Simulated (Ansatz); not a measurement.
## Electronic structure of PbS in real space

```
Pb S
1.0
    -4.16802    0.00000    0.00000
     0.00000    7.22551    0.00000
     0.00000    0.00000   -7.65943
Pb S
4 4
Direct
  0.50000 0.50103 0.98673
  0.00000 0.00103 0.98673
  0.50000 0.49897 0.48673
  0.00000 0.99897 0.48673
  0.50000 0.16715 0.19247
  0.00000 0.66715 0.19247
  0.50000 0.83285 0.69247
  0.00000 0.33285 0.69247
```

Space group Cmc2₁; a structure from a database of computed crystals, not necessarily the ambient phase.

Method: Ansatz, Kohn-Sham DFT of a periodic cell, PBE, Ansatz PAW.

Core electrons are frozen (PAW), and the valence fields are smoothed inside the atomic spheres.

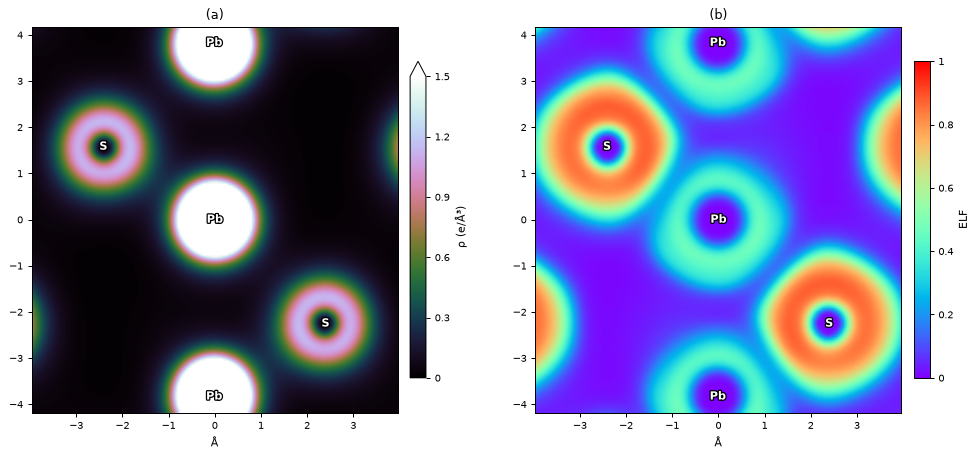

Figure 1. (a) valence charge density (pseudo); (b) ELF on the (100) plane of the conventional cell.

Q: Interpret the plot.

A: The plane passes through Pb and S nuclei. Pb–S (2.88 Å): ρ is about 0.26 e/Å³ halfway; the ELF peaks at about 0.85 in the valence shell of S, 0.8 Å from its nucleus, and drops to about 0.25 between the two atoms. Between the atoms the lowest density in this plane is 0.01 e/Å³. The ELF also peaks beside S, away from the bonds: lone-pair regions.

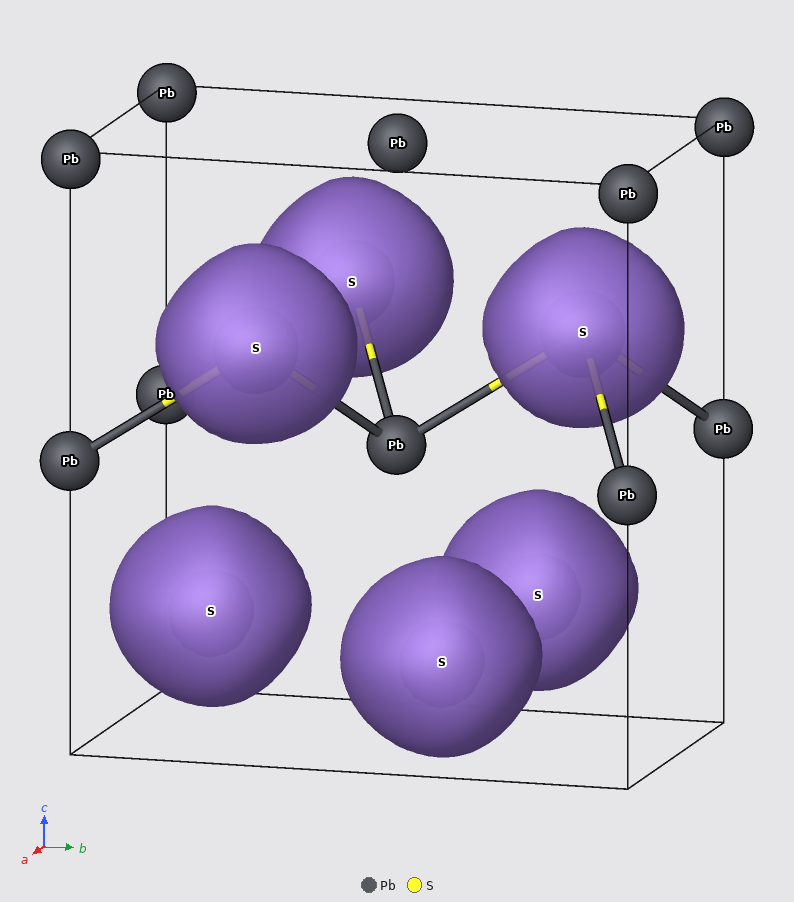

Figure 2. Isosurface of the ELF at 0.7 (purple), seen slightly off an axis. Only the valence region is drawn (cores and ρ < 0.01 e/Å³ removed). Sticks mark near contacts.

Q: What do the ELF domains correspond to?

A: The surface consists of four regions wrapped around S (the valence shell of each), counted in one cell of 8 atoms. Any copies at cell faces, edges or corners count once.

Q: Metal or insulator at this level of theory?

A: It is gapped, with a Kohn–Sham gap of 0.69 eV on the k-point mesh, an upper bound to the gap of this method.
